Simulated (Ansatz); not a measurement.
Geometry relaxation of SiO2 (part 1 of 2)

The run: geometry relaxation of SiO2 (12 atoms in the cell). Method and program: DFT PBE, scalar-relativistic, plane waves, PAW, no spin polarisation (Ansatz 0.2.0).

The structure derives from an entry of the Crystallography Open Database.

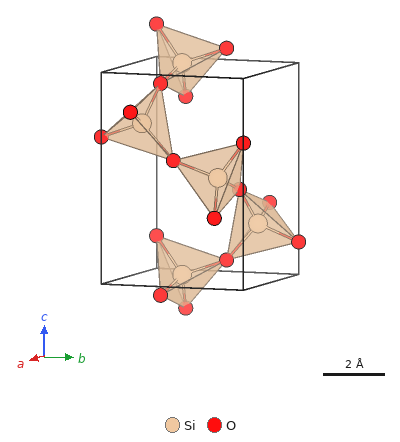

Figure 1. The starting structure (polyhedral view of the cell of the calculation, seen slightly off an axis; polyhedra are completed across the faces of the cell).

**Input**
```yaml
crystal:
  lattice:
    - [5.0836993684, 0.0, 0.0]
    - [0.0, 5.0836993684, 0.0]
    - [0.0, 0.0, 7.1008771026]
  atoms:
    - { symbol: Si, position: [0.2938575769, 0.2938575769, 0.0] }
    - { symbol: Si, position: [0.2061424231, 0.7938575769, 0.25] }
    - { symbol: Si, position: [0.7061424231, 0.7061424231, 0.5] }
    - { symbol: Si, position: [0.7938575769, 0.2061424231, 0.75] }
    - { symbol: O, position: [0.2411801019, 0.093452631, 0.1742257515] }
    - { symbol: O, position: [0.406547369, 0.7411801019, 0.4242257515] }
    - { symbol: O, position: [0.7588198981, 0.906547369, 0.6742257515] }
    - { symbol: O, position: [0.593452631, 0.2588198981, 0.9242257515] }
    - { symbol: O, position: [0.7411801019, 0.406547369, 0.5757742485] }
    - { symbol: O, position: [0.906547369, 0.7588198981, 0.3257742485] }
    - { symbol: O, position: [0.2588198981, 0.593452631, 0.0757742485] }
    - { symbol: O, position: [0.093452631, 0.2411801019, 0.8257742485] }
basis:
  ecutwfc: 420
kpoints:
  mp_grid: { grid: [6, 6, 4] }
hamiltonian:
  xc: pbe
scf:
  occupations: { method: fixed }
output:
  forces: true
  stress: true
  eigenvalues: true
  write_density: true
  write_potential: true
  elf: true
  volumetric_format: npy
relax:
  adjacent_minimum: "off"
  f_tol: 0.001
  max_steps: 60
  cell: { stress_tol: 0.01 }
```

Launch command:
```bash
ansatz run input.yaml --threads 4 --pin off --max-ram 10240MiB --backend cpu --events-out ev --progress --plain --runs-dir out
```

**What the program printed**
```
Engine: ansatz 0.2.0, x86_64-unknown-linux-gnu
Pseudopotentials: kind: paw
Pseudopotential: Si, paw, valence charge 4, recommended cutoff 420 eV (normal), Si.paw.azcp
Pseudopotential: O, paw, valence charge 6, recommended cutoff 420 eV (normal), O.paw.azcp
Functional definition: PBE
  parameter kappa = 0.804
  parameter beta = 0.06672455060314922
  exchange = pbe_x(kappa = kappa, mu = beta*pi^2/3)
  correlation = pbe_c(beta = beta)
Crystal: 12 atoms, lattice volume = 183.515 Å³
Basis set: ecut = 420 eV, 3583 PW (Γ), exchange–correlation on 72×72×96 points (8 copies of the dense FFT grid, shifted against one another)
Bands: 44, of which v1, the nominal top of the filled ones, is band 32 counted from 1 (31 counted from 0)
Symmetry: 8 space group operations
Space group: P41212 (ITA 92), of the structure as read, at distance tolerance 5.7e-5 Å
k-points: 30 of 144 (time reversal used)
Non-local potential: Si, projectors of the file, l = 0: 2, l = 1: 2, l = 2: 2
Non-local potential: O, projectors of the file, l = 0: 2, l = 1: 2, l = 2: 1
PAW form: soft (Blöchl's): semilocal exchange-correlation on the pseudo side does not see the compensation charge
PAW one-centre angular grid: Si, 110 points (default); XC on 64 Gauss nodes
PAW one-centre angular grid: O, 110 points (default); XC on 64 Gauss nodes
Initial density: superposition of atomic densities (neutral atoms: chi_scale 0, normalization atom), corrected by the library's trained network
Initial wavefunctions: pseudopotential atomic-orbital guess
Functional: x = pbe(κ = 0.804, μ = 0.2195149727645171), c = pbe(β = 0.06672455060314922)
SCF iter   1: F=—  HF=-7096.377639 eV  |F-HF|=—  |Δ(HF+E_count)|=         —  Δρ=1.02e-3  dr2=7.02e-4  ethr=1.77e-3  ⟨swp⟩=4.7  Hψ=5630  notcnv=0  defer=276
preconditioner: auto → Resta (q_TF=auto, 2.289 Å⁻¹)  ε∞=2.8  [insulator: Δε(μ)=5.505 eV  Ē_g=16.443 eV  n_scr=36 (ndim 8)  ℏωp=21.9 eV  f_vac=0.256  ε∞_Penn≈2.8]
SCF iter   2: F=—  HF=-7096.380477 eV  |F-HF|=—  |Δ(HF+E_count)|=   2.84e-3  Δρ=4.87e-4  dr2=1.28e-4  ethr=1.10e-6  ⟨swp⟩=2.5  Hψ=2620  notcnv=0  defer=296
SCF iter   3: F=—  HF=-7096.381257 eV  |F-HF|=—  |Δ(HF+E_count)|=   7.80e-4  Δρ=1.96e-4  dr2=3.08e-5  ethr=2.00e-7  ⟨swp⟩=2.0  Hψ=1960  notcnv=0  defer=296
SCF iter   4: F=—  HF=-7096.381522 eV  |F-HF|=—  |Δ(HF+E_count)|=   2.66e-4  Δρ=2.90e-5  dr2=9.75e-7  ethr=4.82e-8  ⟨swp⟩=2.0  Hψ=2170  notcnv=0  defer=295
SCF iter   5: F=—  HF=-7096.381524 eV  |F-HF|=—  |Δ(HF+E_count)|=   1.86e-6  Δρ=9.53e-6  dr2=1.44e-7  ethr=1.52e-9  ⟨swp⟩=2.1  Hψ=1756  notcnv=0  defer=296
SCF iter   6: F=-7096.381525 eV  HF=-7096.381525 eV  |F-HF|=5.34e-9  |Δ(HF+E_count)|=   3.13e-7  Δρ=1.31e-6  dr2=3.33e-9  ethr=1.56e-10  ⟨swp⟩=19.4  Hψ=11900  notcnv=0
SCF 1 converged in 6 iterations: F = -7096.381525 eV  dr2 = 3.33e-9
  greatest PAW one-centre occupation: 0.860 electrons in one spin orbital (limit 2), on the O atom at site 10 (counted from 0), in its partial waves of l = 0
relax step   1: F+E_penalty+E_count = -7096.38152458 eV  Δ(F+E_penalty+E_count) = +0.000e0 eV  max|allowed force component| = 3.220e-3 eV/Å  Δτ_max = 0.0000 Å  P = -0.008 GPa  Ω = 183.515 Å³  (6 SCF iters, dr2 threshold 1.00e-7 eV, accepted)
Crystal: 12 atoms, lattice volume = 183.514 Å³
Initial density: handed on by an earlier stage of this run
Initial wavefunctions: those handed on with the density
iter 1 solved again at ethr=1.31e-10 eV; its pass at ethr=3.10e-3 eV (dr2=8.35e-8 eV) is discarded
SCF iter   1: F=—  HF=-7096.381378 eV  |F-HF|=—  |Δ(HF+E_count)|=         —  Δρ=1.11e-5  dr2=1.59e-7  ethr=1.31e-10  ⟨swp⟩=3.0  Hψ=5399  notcnv=0
preconditioner: auto → Resta (q_TF=auto, 2.289 Å⁻¹)  ε∞=2.8  [insulator: Δε(μ)=5.512 eV  Ē_g=16.436 eV  n_scr=36 (ndim 8)  ℏωp=21.9 eV  f_vac=0.255  ε∞_Penn≈2.8]
SCF iter   2: F=—  HF=-7096.381529 eV  |F-HF|=—  |Δ(HF+E_count)|=   1.51e-4  Δρ=5.33e-6  dr2=4.19e-8  ethr=1.31e-10  ⟨swp⟩=2.0  Hψ=2124  notcnv=0
SCF iter   3: F=—  HF=-7096.381529 eV  |F-HF|=—  |Δ(HF+E_count)|=   1.05e-8  Δρ=1.17e-6  dr2=1.33e-9  ethr=6.54e-11  ⟨swp⟩=2.0  Hψ=1884  notcnv=0
SCF iter   4: F=-7096.381529 eV  HF=-7096.381529 eV  |F-HF|=3.46e-11  |Δ(HF+E_count)|=  1.02e-10  Δρ=4.54e-7  dr2=1.91e-10  ethr=1.01e-12  ⟨swp⟩=9.2  Hψ=8377  notcnv=0
SCF 2 converged in 4 iterations: F = -7096.381529 eV  dr2 = 1.91e-10
  greatest PAW one-centre occupation: 0.860 electrons in one spin orbital (limit 2), on the O atom at site 11 (counted from 0), in its partial waves of l = 0
relax step   2: F+E_penalty+E_count = -7096.38152874 eV  Δ(F+E_penalty+E_count) = -4.163e-6 eV  max|allowed force component| = 2.234e-3 eV/Å  Δτ_max = 0.0001 Å  P = -0.005 GPa  Ω = 183.514 Å³  energy of the carried Pulay correction = +2.943e-6 eV  (4 SCF iters, dr2 threshold 6.48e-10 eV, accepted)
Crystal: 12 atoms, lattice volume = 183.524 Å³
iter 1 solved again at ethr=1.99e-9 eV; its pass at ethr=3.10e-3 eV (dr2=1.27e-6 eV) is discarded
SCF iter   1: F=—  HF=-7096.381352 eV  |F-HF|=—  |Δ(HF+E_count)|=         —  Δρ=3.30e-5  dr2=1.42e-6  ethr=1.99e-9  ⟨swp⟩=2.7  Hψ=4779  notcnv=0
SCF iter   2: F=—  HF=-7096.381499 eV  |F-HF|=—  |Δ(HF+E_count)|=   1.48e-4  Δρ=1.65e-5  dr2=3.45e-7  ethr=1.99e-9  ⟨swp⟩=2.0  Hψ=2067  notcnv=0
SCF iter   3: F=—  HF=-7096.381499 eV  |F-HF|=—  |Δ(HF+E_count)|=   7.33e-8  Δρ=2.16e-6  dr2=4.95e-9  ethr=5.39e-10  ⟨swp⟩=2.0  Hψ=1884  notcnv=0
SCF iter   4: F=—  HF=-7096.381499 eV  |F-HF|=—  |Δ(HF+E_count)|=   1.66e-9  Δρ=6.60e-7  dr2=6.49e-10  ethr=1.00e-12  ⟨swp⟩=11.0  Hψ=9106  notcnv=0
SCF iter   5: F=-7096.381499 eV  HF=-7096.381499 eV  |F-HF|=1.82e-10  |Δ(HF+E_count)|=  3.57e-10  Δρ=4.80e-7  dr2=2.86e-10  ethr=1.00e-12  ⟨swp⟩=7.0  Hψ=6593  notcnv=0
SCF 3 converged in 5 iterations: F = -7096.381499 eV  dr2 = 2.86e-10
relax step   3: F+E_penalty+E_count = -7096.38149923 eV  Δ(F+E_penalty+E_count) = +2.951e-5 eV  max|allowed force component| = 5.441e-4 eV/Å  Δτ_max = 0.0002 Å  P = +0.000 GPa  Ω = 183.524 Å³  energy of the carried Pulay correction = -2.813e-5 eV  (5 SCF iters, dr2 threshold 3.12e-10 eV, accepted)
Initial wavefunctions: pseudopotential atomic-orbital guess (no wavefunctions were taken with the density)
iter 1 solved again at ethr=4.44e-8 eV; its pass at ethr=3.10e-3 eV (dr2=2.84e-5 eV) is discarded
SCF iter   1: F=—  HF=-7096.381370 eV  |F-HF|=—  |Δ(HF+E_count)|=         —  Δρ=3.32e-6  dr2=7.12e-9  ethr=4.44e-8  ⟨swp⟩=3.9  Hψ=9265  notcnv=0  defer=296
preconditioner: auto → Resta (q_TF=auto, 2.289 Å⁻¹)  ε∞=2.8  [insulator: Δε(μ)=5.512 eV  Ē_g=16.449 eV  n_scr=36 (ndim 8)  ℏωp=21.9 eV  f_vac=0.255  ε∞_Penn≈2.8]
SCF iter   2: F=—  HF=-7096.381518 eV  |F-HF|=—  |Δ(HF+E_count)|=   1.48e-4  Δρ=1.52e-6  dr2=1.54e-9  ethr=1.11e-11  ⟨swp⟩=3.6  Hψ=3148  notcnv=0  defer=291
SCF iter   3: F=—  HF=-7096.381518 eV  |F-HF|=—  |Δ(HF+E_count)|=  1.84e-10  Δρ=1.00e-6  dr2=6.25e-10  ethr=2.41e-12  ⟨swp⟩=1.1  Hψ=1224  notcnv=0  defer=291
SCF iter   4: F=—  HF=-7096.381518 eV  |F-HF|=—  |Δ(HF+E_count)|=  1.34e-10  Δρ=7.08e-7  dr2=3.11e-10  ethr=1.00e-12  ⟨swp⟩=1.0  Hψ=1160  notcnv=0  defer=291
SCF iter   5: F=—  HF=-7096.381518 eV  |F-HF|=—  |Δ(HF+E_count)|=  1.10e-10  Δρ=2.43e-7  dr2=3.64e-11  ethr=1.00e-12  ⟨swp⟩=1.0  Hψ=1160  notcnv=0  defer=291
SCF iter   6: F=—  HF=-7096.381518 eV  |F-HF|=—  |Δ(HF+E_count)|=  1.18e-11  Δρ=1.25e-7  dr2=9.25e-12  ethr=1.00e-12  ⟨swp⟩=1.0  Hψ=1160  notcnv=0  defer=291
SCF iter   7: F=-7096.381518 eV  HF=-7096.381518 eV  |F-HF|=4.55e-12  |Δ(HF+E_count)|=  5.46e-12  Δρ=5.71e-8  dr2=1.84e-12  ethr=1.00e-12  ⟨swp⟩=15.5  Hψ=8654  notcnv=0
SCF 4 converged in 7 iterations: F = -7096.381518 eV  dr2 = 1.84e-12
  greatest PAW one-centre occupation: 0.860 electrons in one spin orbital (limit 2), on the O atom at site 8 (counted from 0), in its partial waves of l = 0
relax step   4: F+E_penalty+E_count = -7096.38151780 eV  Δ(F+E_penalty+E_count) = -1.857e-5 eV  max|allowed force component| = 5.444e-4 eV/Å  Δτ_max = 0.0000 Å  P = +0.000 GPa  Ω = 183.524 Å³  stress off target by 7.75e-3 GPa  SCF on the basis re-selected at this cell (its energy is not comparable with the rows above)  (7 SCF iters)
```

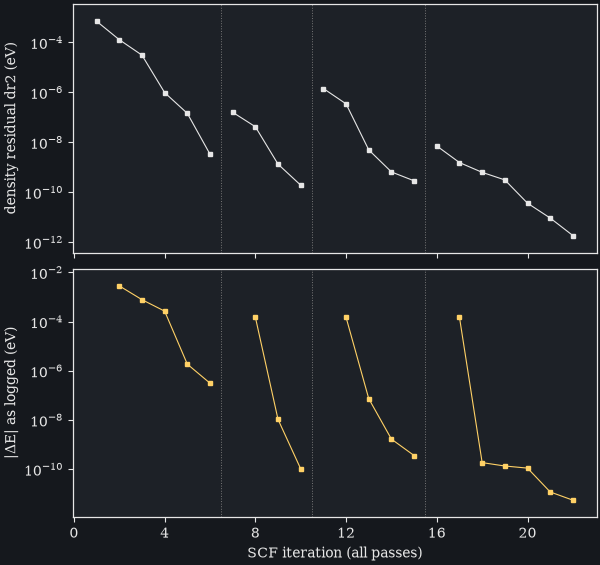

Figure 2. Convergence of the self-consistent field: density residual dr2 and size of the energy change against the SCF iteration. The dotted lines part the SCF passes of the relaxation: geometry steps, rejected trials and re-solves on a re-selected basis. The passes take 6, 4, 5 and 7 iterations.

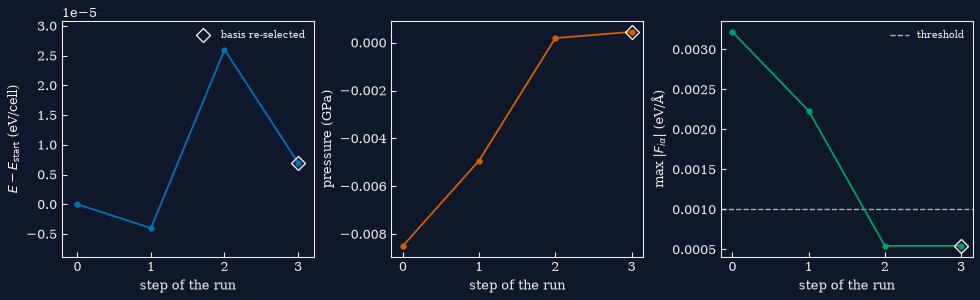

Figure 3. Progress of the relaxation, step by step (the first geometry is step 0 here and step 1 in the log). The atoms keep their places (all moves are under 0.005 Å). The lattice vectors keep their values. The space group stays P4_12_12 (No. 92). Over 2 geometry steps the energy rises by next to nothing (0.0 meV per cell of the calculation). Largest force component: 0.0032 eV/Å at the start, 0.00054 eV/Å at the end. Pressure: −0.01 GPa at the start and 0.00 GPa at the end. A last SCF at the same geometry on a re-selected plane-wave basis shifts the energy by next to nothing (0.0 meV per cell of the calculation). (Atoms are counted from 1 in the order of the input.)

```
basis re-selected at this cell: Δ(F+E_penalty+E_count) = -1.857e-5 eV, ΔP = +0.000 GPa vs the last step (what re-selecting the basis moved, of the pressure what is left beyond the Pulay correction that the steps carried, after the strain that the cell walked since its last selection, with what the two solves' SCF thresholds leave and, on support functions, any second-order correction that the steps lacked; it is no measure of the basis error at this ecutwfc). This SCF's stress stands 7.75e-3 GPa from its target on what of the cell is left free (relax.cell.stress_tol is 1.00e-2 GPa) and its largest allowed force component is 5.44e-4 eV/Å (relax.f_tol is 1.00e-3 eV/Å): within both
SCF converged after 7 iterations
Free energy (F): -7096.381518 eV
Harris-Foulkes:  -7096.381518 eV  (|F-HF|=4.55e-12)
Internal energy: -7096.381518 eV  (E = F + TS)
E sigma→0 (E₀):  -7096.381518 eV
Fermi energy:    0.889953 eV
--- Per-component energies (eV) ---
  E_band       = -383.717351
  E_kinetic    = 1605.527014
  E_local      = -4683.272176  (includes V_loc(G=0)·N_el)
  E_nonlocal   = 479.301730
  E_hartree    = 1733.420062
  E_xc         = -815.392350
  E_vxc        = -946.189783  (∫ρ·V_xc dr)
  E_paw        = -3324.574193  (= ΣΔE_a)
  E_vpaw       = -305.945045  (= ΣTr[D̂ρ^β])
  E_aug_tail   = 0.020804  (compensation charges beyond the density's cutoff)
  E_ewald      = -2091.412408
  E_smearing   = -0.000000  (= −TS)
  E_closure    = -0.000000  (closes the sum)
  Σ components = -7096.381518   (vs F -7096.381518, Δ=0.00e0)
--- Forces (eV/Å), atoms counted from 1 ---
  atom   1  Si     0.00030660     0.00030660     0.00000000
  atom   2  Si    -0.00030660     0.00030660    -0.00000000
  atom   3  Si    -0.00030660    -0.00030660     0.00000000
  atom   4  Si     0.00030660    -0.00030660    -0.00000000
  atom   5  O     -0.00014120    -0.00054437    -0.00012288
  atom   6  O      0.00054437    -0.00014120    -0.00012288
  atom   7  O      0.00014120     0.00054437    -0.00012288
  atom   8  O     -0.00054437     0.00014120    -0.00012288
  atom   9  O     -0.00014120     0.00054437     0.00012288
  atom  10  O      0.00054437     0.00014120     0.00012288
  atom  11  O      0.00014120    -0.00054437     0.00012288
  atom  12  O     -0.00054437    -0.00014120     0.00012288
  max |Σ_I F_I| component: 6.94e-18 eV/Å
--- Stress (GPa, compression-positive) ---
        0.004551      -0.000000      -0.000000
       -0.000000       0.004551       0.000000
       -0.000000       0.000000      -0.007746
  P = ⅓ Tr σ = 0.0005 GPa (0.005 kbar)
```
